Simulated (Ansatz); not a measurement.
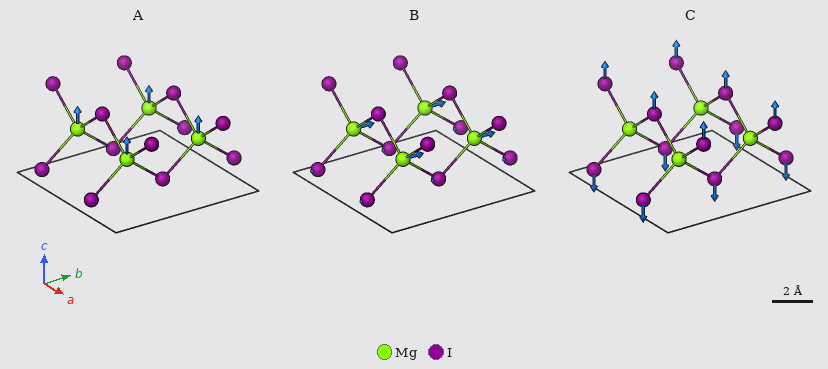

Modes of a free-standing layer of MgI₂ (a generated structure), space group P-4m2 (No. 115), at the zone centre (one member of each degenerate set). The blue arrows are the displacements of the atoms (eigenvector over the root of the mass), of arbitrary overall length and sign. A ball-and-stick model of the 2 × 2 repeat of the cell, outlined in the plane, without the vacuum, seen from a free direction.

All numbers below come from Ansatz 0.2.0, DFT PBE, scalar-relativistic, plane waves, PAW.

Frequencies are those without the non-analytic (LO–TO) term.

> Give the symmetry species and the selection rules of each.

A is B₂, infrared- and Raman-active by symmetry (306 cm⁻¹). B is E, infrared- and Raman-active by symmetry (207 cm⁻¹). C is A₁, Raman-active by symmetry (94 cm⁻¹).
